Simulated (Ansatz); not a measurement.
**CdTe (F-43m): the HSE06 gap against the k mesh of the hybrid**

Aim: see how gap, energy and time of CdTe (F-43m) follow the k mesh of the hybrid.

Method: DFT, HSE06, plane waves, PAW, in Ansatz 0.2.0.

### Step 1. Set-up

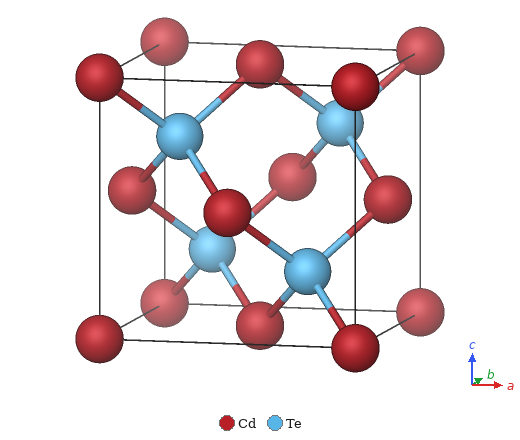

The starting structure, seen slightly off an axis (cadmium red, tellurium blue). This picture shows the conventional cell, with its axes. Bonds to atoms that aren't drawn are left out. Some periodic images of atoms are drawn too.

The cell and positions come from the Crystallography Open Database and are kept as given unless a step says otherwise. Spin-orbit coupling is left out unless a step names it. The default PAW set here is soft_2. Its files were made with PBE.

### Step 2. k mesh of the hybrid: 2×2×2

input.yaml

```yaml
crystal:
  lattice:
    - [0.0, 3.24, 3.24]
    - [3.24, 0.0, 3.24]
    - [3.24, 3.24, 0.0]
  atoms:
    - { symbol: Cd, position: [0.0, 0.0, 0.0] }
    - { symbol: Te, position: [0.25, 0.25, 0.25] }
kpoints:
  mp_grid: { grid: [2, 2, 2] }
  band_path:
    path:
      - [0.0, 0.0, 0.0]
      - [-0.5, -0.5, 0.0]
      - [-0.375, -0.375, 0.25]
      - [-0.375, 0.0, 0.375]
      - [0.0, 0.0, 0.5]
      - [-0.5, -0.25, 0.25]
    npoints: 1
hamiltonian:
  xc: hse06
scf:
  occupations: { method: fixed }
  n_extra_bands: 4
output:
  eigenvalues: true
```

On the command line:

```console
$ ansatz run input.yaml --threads 3 --pin off --max-ram 92160MiB --backend cuda --events-out ev --progress --plain --runs-dir out --devices 1 --max-vram 13GiB
```

Numbers of over 12 decimals in the logs are rounded to 6 here.

The program printed:

```text
scf.n_extra_bands = 4 over 18 filled bands (N_el = 36.0): the run solves 22 bands
exact exchange: scf.exx.singularity resolves to wigner_seitz, which cuts the screened interaction at the faces of the exchange supercell's Wigner-Seitz cell, so that each pair interacts once, at the shortest of its separations (the periodic images that this leaves out come, for a point-like exchange hole, to about 0.034 eV on a filled level). The cut falls within the interaction's reach, and what an exchange supercel [...]
GPUs: using 1 of 1 available (devices: 1).
Engine: ansatz 0.2.0, x86_64-unknown-linux-gnu
Pseudopotentials: kind: paw
Pseudopotential: Cd, paw, valence charge 20, recommended cutoff 420 eV (normal), Cd.paw.azcp
Pseudopotential: Te, paw, valence charge 16, recommended cutoff 420 eV (normal), Te.paw.azcp
Functional definition: HSE06
  parameter a = 0.25
  parameter omega = 0.11/bohr
  exchange = pbe_x - a*pbe_x_sr(omega) + a*exact_x_sr(omega)
  correlation = pbe_c
davidson cushion auto → on  (no smearing: the cushion is to keep the highest requested band from converging to the state above it; pin scf.eigensolver.cushion to override)
device memory: the entry about to start is reckoned to put 1.1 GiB on a device that reports 49.4 GiB free (of which the cap on the GPU budget leaves the run 13.0 GiB)
GPU FFT provider: cuFFT
GPU libraries: cuBLAS 13.8.2, cuFFT 12.4.0, cuSOLVER 12.3.4
Crystal: 2 atoms, lattice volume = 68.024 Å³
Basis set: ecut = 420 eV, 1363 PW (Γ)
Bands: 22, of which v1, the nominal top of the filled ones, is band 18 counted from 1 (17 counted from 0)
Symmetry: 24 space group operations
Space group: F-43m (ITA 216), of the structure as read, at distance tolerance 4.1e-5 Å
k-points: 3 of 8
Non-local potential: Cd, projectors of the file, l = 0: 3, l = 1: 2, l = 2: 2, l = 3: 1
Non-local potential: Te, projectors of the file, l = 0: 2, l = 1: 2, l = 2: 2, l = 3: 2
PAW form: soft (Blöchl's): semilocal exchange-correlation on the pseudo side does not see the compensation charge
PAW frozen core: Cd, regenerated for the run's functional, and the local potential with it (the file was generated under x = pbe(κ = 0.804, μ = 0.219515), c = pbe(β = 0.066725))
PAW frozen core: Te, regenerated for the run's functional, and the local potential with it (the file was generated under x = pbe(κ = 0.804, μ = 0.219515), c = pbe(β = 0.066725))
PAW one-centre angular grid: Cd, 590 points (default); XC on 64 Gauss nodes
PAW one-centre angular grid: Te, 590 points (default); XC on 64 Gauss nodes
Initial density: superposition of atomic densities (neutral atoms: chi_scale 0, normalization atom), corrected by the library's trained network
Initial wavefunctions: pseudopotential atomic-orbital guess
GPU buffer pool allocated for 32768 grid points (all kernels)
GPU transforms: local potential and band sums: pruned to the plane-wave sphere, on 30×32×32
Functional: x = pbe(κ = 0.804, μ = 0.219515), c = pbe(β = 0.066725), warm-up for x = pbe(κ = 0.804, μ = 0.219515) + 0.25 (exact − pbe) at short range (hse, ω = 0.207870 Å⁻¹), c = pbe(β = 0.066725); HSE06 as pw.x's `hse` composes it (authors' and Libxc's form: `xc: wpbeh`)
SCF iter   1: F=—  HF=-15234.060910 eV  |F-HF|=—  |Δ(HF+E_count)|=         —  Δρ=7.57e-3  dr2=9.36e-2  ethr=1.77e-3  ⟨swp⟩=8.0  Hψ=295  notcnv=0
preconditioner: auto → none  [insulator: Δε(μ)=0.753 eV  Ē_g=11.374 eV  n_scr=14 (ndim 8)  ℏωp=19.1 eV  f_vac=0.191]
iter 2 solved again at ethr=1.77e-5 eV; its pass at ethr=2.60e-4 eV (dr2=6.38e-3 eV) is discarded
SCF iter   2: F=—  HF=-15234.037294 eV  |F-HF|=—  |Δ(HF+E_count)|=   2.36e-2  Δρ=2.96e-3  dr2=6.17e-3  ethr=1.77e-5  ⟨swp⟩=2.7  Hψ=319  notcnv=0
SCF iter   3: F=—  HF=-15234.037373 eV  |F-HF|=—  |Δ(HF+E_count)|=   7.89e-5  Δρ=1.26e-3  dr2=1.13e-3  ethr=1.71e-5  ⟨swp⟩=3.0  Hψ=178  notcnv=0
SCF iter   4: F=—  HF=-15234.037830 eV  |F-HF|=—  |Δ(HF+E_count)|=   4.56e-4  Δρ=4.49e-4  dr2=1.05e-4  ethr=3.13e-6  ⟨swp⟩=3.3  Hψ=186  notcnv=0
[...]
preconditioner: auto → none  [insulator: Δε(μ)=1.732 eV  Ē_g=13.327 eV  n_scr=14 (ndim 8)  ℏωp=19.1 eV  f_vac=0.216]
SCF iter   2: F=—  HF=-15242.440717 eV  |F-HF|=—  |Δ(HF+E_count)|=   3.91e-3  Δρ=1.94e-3  dr2=1.67e-3  ethr=1.37e-7  ⟨swp⟩=4.3  Hψ=274  notcnv=0
SCF iter   3: F=—  HF=-15242.447297 eV  |F-HF|=—  |Δ(HF+E_count)|=   6.58e-3  Δρ=1.31e-3  dr2=6.83e-4  ethr=1.37e-7  ⟨swp⟩=4.7  Hψ=254  notcnv=0
SCF iter   4: F=—  HF=-15242.447208 eV  |F-HF|=—  |Δ(HF+E_count)|=   8.93e-5  Δρ=4.04e-4  dr2=8.77e-5  ethr=1.37e-7  ⟨swp⟩=4.0  Hψ=209  notcnv=0
SCF iter   5: F=—  HF=-15242.447209 eV  |F-HF|=—  |Δ(HF+E_count)|=   1.64e-6  Δρ=2.00e-5  dr2=1.22e-5  ethr=1.37e-7  ⟨swp⟩=3.0  Hψ=157  notcnv=0
SCF iter   6: F=—  HF=-15242.447341 eV  |F-HF|=—  |Δ(HF+E_count)|=   1.32e-4  Δρ=1.32e-4  dr2=7.96e-6  ethr=5.46e-10  ⟨swp⟩=5.7  Hψ=284  notcnv=0  defer=1
SCF iter   7: F=-15242.447338 eV  HF=-15242.447338 eV  |F-HF|=4.11e-8  |Δ(HF+E_count)|=   2.80e-6  Δρ=8.63e-6  dr2=1.76e-7  ethr=5.46e-10  ⟨swp⟩=4.0  Hψ=224  notcnv=0
SCF 2 stopped early in 7 iterations: F = -15242.447338 eV  dr2 = 1.76e-7
  greatest PAW one-centre occupation: 1.000 electrons in one spin orbital (limit 2), on the Cd atom at site 0 (counted from 0), in its partial waves of l = 1
hybrid outer 1: dexx = +7.895e-3 eV, tail = 6.55e-5 eV
GPU FFT provider: cuFFT
GPU libraries: cuBLAS 13.8.2, cuFFT 12.4.0, cuSOLVER 12.3.4
GPU buffer pool allocated for 32768 grid points (all kernels)
GPU transforms: local potential and band sums: pruned to the plane-wave sphere, on 30×32×32
Exchange kernel: α = 0.2500, screened, ω = 0.2079 Å⁻¹, Wigner–Seitz truncation, v(0) = 805.1190 eV·Å³, q-mesh 2×2×2, nearest image of the exchange supercell L = 9.16 Å, pair-density grid 18×18×18, without the augmentation charges, whose exchange is taken in its separable form by FFT convolution over the k-point mesh (sized by the pseudopotential files, 27×27×27 at the most), smooth part of the exact exchange by density-matrix convolution in up to 340.6 MiB of GPU memory as planned if the GPU has room (build and FFT work areas not counted)
Frozen-core exchange: fock
SCF iter   1: F=—  HF=-15242.447462 eV  |F-HF|=—  |Δ(HF+E_count)|=         —  Δρ=4.56e-5  dr2=9.46e-7  ethr=9.09e-7  ⟨swp⟩=2.7  Hψ=149  notcnv=0
preconditioner: auto → none  [insulator: Δε(μ)=1.771 eV  Ē_g=13.267 eV  n_scr=14 (ndim 8)  ℏωp=19.1 eV  f_vac=0.216]
iter 2 solved again at ethr=2.00e-10 eV; its pass at ethr=2.53e-9 eV (dr2=7.19e-8 eV) is discarded
SCF iter   2: F=—  HF=-15242.447462 eV  |F-HF|=—  |Δ(HF+E_count)|=   7.64e-8  Δρ=1.59e-5  dr2=1.06e-7  ethr=2.00e-10  ⟨swp⟩=2.0  Hψ=363  notcnv=0
SCF iter   3: F=-15242.447462 eV  HF=-15242.447462 eV  |F-HF|=1.57e-8  |Δ(HF+E_count)|=   1.94e-8  Δρ=5.07e-6  dr2=4.22e-8  ethr=2.00e-10  ⟨swp⟩=3.7  Hψ=173  notcnv=0
SCF 3 converged in 3 iterations: F = -15242.447462 eV  dr2 = 4.22e-8
hybrid outer 2: dexx = +3.008e-7 eV, tail = 1.09e-7 eV, Δε = 2.76e-3 eV (about 1.94e-4 eV left of the loop's levels)
device memory: the entry about to start is reckoned to put 0.4 GiB on a device that reports 54.1 GiB free (of which the cap on the GPU budget leaves the run 13.0 GiB)
NSCF: frozen V_eff on 6 k-points
hybrid SCF converged: 2 outer / 10 inner (+5 warm-up), last move |dexx| = 3.01e-7 eV, tail = 1.09e-7 eV
Stability not checked: this state was not tested for a lower state beside it, because the functional holds exact exchange (a hybrid, or Hartree-Fock), whose exchange loop this test does not read (fock_operator; see scf.lower_state_search)
Free energy (F): -15242.447463 eV
Frozen-core exchange: fock
Harris-Foulkes:  -15242.447463 eV  (|F-HF|=1.57e-8)
Internal energy: -15242.447463 eV  (E = F + TS)
E sigma→0 (E₀):  -15242.447463 eV
Fermi energy:    7.124884 eV
--- Per-component energies (eV) ---
  E_band       = -872.089116
  E_kinetic    = 688.960778
  E_local      = -5429.035014  (includes V_loc(G=0)·N_el)
  E_nonlocal   = -276.252067
  E_hartree    = 2744.841886
  E_xc         = -241.469873
  E_vxc        = -259.628613  (∫ρ·V_xc dr)
  E_exx        = -133.811086  (= α·E_x^exact, valence–valence)
  E_paw        = -8682.874932  (= ΣΔE_a)
  E_vpaw       = -818.204742  (= ΣTr[D̂ρ^β])
  E_aug_tail   = -0.000153  (compensation charges beyond the density's cutoff)
  E_ewald      = -3912.024287
  E_core_change = -0.782715  (= ΣΔE_core)
  E_smearing   = -0.000000  (= −TS)
  E_closure    = -0.000000  (closes the sum)
  Σ components = -15242.447463   (vs F -15242.447463, Δ=0.00e0)
--- Band table (eV) ---
  k-point 0: bands = [... 14 lower, -2.4596, 7.1249, 7.1249, 7.1249, 8.8960, 12.5578, 12.5578, 12.5578]
  k-point 1: bands = [... 14 lower, -1.9320, 2.4580, 6.3040, 6.3040, 9.8465, 13.1510, 13.1510, 15.0933]
  k-point 2: bands = [... 14 lower, -1.7107, 2.5597, 5.1536, 5.1536, 10.4369, 10.6372, 17.1698, 17.4613]
```

Wall time 13 s (1 × NVIDIA H100 80GB HBM3 (shared by 6 runs) with 3 threads of AMD EPYC 7R13 (Zen 3), shared host); peak memory 1 GiB.

The column dr2 measures how far the density is from self-consistency, as an energy; F and HF (Harris–Foulkes) agree once it is small.

Numbers from this step:

```
gap                     : 1.771 eV
valence top at          : Γ
conduction bottom at    : Γ
least direct gap        : 1.771 eV
exact-exchange fraction : 0.25
```

The gap is direct, at Γ.

### Step 3. k mesh of the hybrid: 4×4×4

Edit input.yaml of step 2 so:

```diff
@@ -9,3 +9,3 @@
 kpoints:
-  mp_grid: { grid: [2, 2, 2] }
+  mp_grid: { grid: [4, 4, 4] }
   band_path:
```

The program printed:

```text
[...]
GPUs: using 1 of 1 available (devices: 1).
[...]
GPU FFT provider: cuFFT
GPU libraries: cuBLAS 13.8.2, cuFFT 12.4.0, cuSOLVER 12.3.4
Crystal: 2 atoms, lattice volume = 68.024 Å³
Basis set: ecut = 420 eV, 1363 PW (Γ)
Bands: 22, of which v1, the nominal top of the filled ones, is band 18 counted from 1 (17 counted from 0)
[... 1 set-up line as in the run before ...]
[...]
k-points: 8 of 64 (time reversal used)
[...]
E sigma→0 (E₀):  -15243.577111 eV
Fermi energy:    6.991952 eV
[...]
--- Band table (eV; the first three rows and the last of 8) ---
  k-point 0: bands = [... 14 lower, -2.3874, 6.9920, 6.9920, 6.9920, 8.6458, 12.4591, 12.4591, 12.4591]
  k-point 1: bands = [... 14 lower, -2.3881, 4.1461, 6.5374, 6.5374, 9.8411, 13.0403, 13.0403, 13.2468]
  k-point 2: bands = [... 14 lower, -1.9263, 2.2583, 6.1638, 6.1638, 9.6494, 13.0460, 13.0460, 14.9287]
  k-point 7: bands = [... 14 lower, -1.6533, 2.5536, 4.4904, 4.6617, 12.2489, 12.4162, 13.5074, 14.1273]
[key lines of the parts left out:]
Free energy (F): -15243.577111 eV
```

The job ended after 19 s (1 × NVIDIA H100 80GB HBM3 (shared by 6 runs) with 3 threads; peak memory 1.1 GiB; 12 s of CPU time).

This step gave:

| Property | Result |
| --- | --- |
| gap | 1.654 eV |
| valence top at | Γ |
| conduction bottom at | Γ |
| least direct gap | 1.654 eV |

The gap is 1.654 eV, −0.117 eV from the run before at this level.

### Step 4. k mesh of the hybrid: 6×6×6

Edit input.yaml of step 3 so:

```diff
@@ -9,3 +9,3 @@
 kpoints:
-  mp_grid: { grid: [4, 4, 4] }
+  mp_grid: { grid: [6, 6, 6] }
   band_path:
```

The program printed:

```text
[...]
GPUs: using 1 of 1 available (devices: 1).
[...]
GPU FFT provider: cuFFT
GPU libraries: cuBLAS 13.8.2, cuFFT 12.4.0, cuSOLVER 12.3.4
Crystal: 2 atoms, lattice volume = 68.024 Å³
Basis set: ecut = 420 eV, 1363 PW (Γ)
Bands: 22, of which v1, the nominal top of the filled ones, is band 18 counted from 1 (17 counted from 0)
[... 1 set-up line as in the run before ...]
[...]
k-points: 16 of 216 (time reversal used)
[...]
E sigma→0 (E₀):  -15243.623264 eV
Fermi energy:    6.982814 eV
[...]
--- Band table (eV; the first three rows and the last of 16) ---
  k-point 0: bands = [... 14 lower, -2.3820, 6.9828, 6.9828, 6.9828, 8.6194, 12.4509, 12.4509, 12.4509]
  k-point 1: bands = [... 14 lower, -2.3832, 5.2345, 6.7416, 6.7416, 9.6721, 12.5526, 12.8132, 12.8132]
  k-point 2: bands = [... 14 lower, -2.2081, 3.1748, 6.3325, 6.3325, 9.7531, 13.0943, 13.0943, 14.1704]
  k-point 15: bands = [... 14 lower, -1.6740, 2.4962, 4.5983, 4.7250, 11.5038, 11.5895, 14.6533, 14.9136]
[key lines of the parts left out:]
Free energy (F): -15243.623264 eV
```

It took 23 s on 1 × NVIDIA H100 80GB HBM3 (shared by 6 runs) with 3 threads; peak memory 1.3 GiB; 26 s of CPU time.

This step gave:

```yaml
gap: 1.637 eV
valence_top_at: Γ
conduction_bottom_at: Γ
least_direct_gap: 1.637 eV
```

The gap is 1.637 eV, −0.017 eV from the run before at this level.

### Step 5. The series

Differences are against the last row; a negative gap means that bands overlap, and a run with a band path holds that path's time. Times are wall times on 1 × NVIDIA H100 80GB HBM3 (shared by 6 runs) with 3 threads of AMD EPYC 7R13 (Zen 3), shared host, good to a factor of about two.

| k mesh of the hybrid | gap (eV) | direct gap (eV) | gap error (eV) | energy error (meV/atom) | irreducible k | time |
| --- | --- | --- | --- | --- | --- | --- |
| 2×2×2 | 1.771 | 1.771 | +0.135 | +587.9 | 3 | 13 s |
| 4×4×4 | 1.654 | 1.654 | +0.017 | +23.1 | 8 | 19 s |
| 6×6×6 | 1.637 | 1.637 | +0.000 | +0.0 | 16 | 23 s |

### Step 6. Results

| Quantity | Value |
| --- | --- |
| 2×2×2 | 1.771 eV |
| 4×4×4 | 1.654 eV |
| 6×6×6 | 1.637 eV |

The gap holds to 0.02 eV from 4×4×4 on. At 2×2×2 the gap is off by +0.135 eV and the energy by +588 meV/atom. The gap is read over the mesh and added points near the edges, so meshes differ mainly through the density and, for a hybrid, the exchange operator.

[Paths, hosts, dates, memory and timing lines, banners, echoed tables and standing remarks are left out of the program output.]

[Logs are printed without paths, hosts, clocks, repeated set-up lines and the standing remarks that a program may print on its own settings, such as how far it seeks lower states.]

[Runs of the session that timed out or met a known fault of the program may be left out.]

[Cells called generated may have been cut or substituted from an entry of the Crystallography Open Database or the Materials Project.]

[Hosts, paths, dates, database ids (printed as entryN), source tags and the programs' standing remarks are cut or masked in the printed files.]
